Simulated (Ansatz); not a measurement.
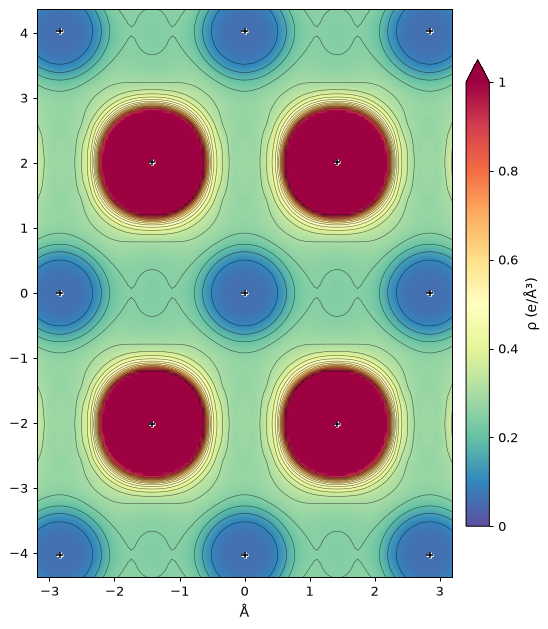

The valence electron density on a plane through atoms (crosses mark nuclei in the plane).

These are results of Ansatz, DFT, r2SCAN, PAW with Ansatz's default frozen-core files, scalar-relativistic, not measurements.

Candidates:
A. AlFe, a = 2.85 Å, b = 2.85 Å, c = 2.85 Å, α = 90.00°, β = 90.00°, γ = 90.00°. Space group Pm-3m; a structure from a database of computed crystals, not necessarily the ambient phase; computed without spin polarisation.
B. Ge, a = 5.18 Å, b = 5.18 Å, c = 2.81 Å, α = 90.00°, β = 90.00°, γ = 90.00°. Space group I4₁/amd; a structure from a database of computed crystals, not necessarily the ambient phase.

### Which candidate gave the map?

Candidate A: AlFe on the (101̄) plane of the conventional cell, which holds Al and Fe. Al–Fe (2.46 Å): ρ at the midpoint is about 0.32 e/Å³.
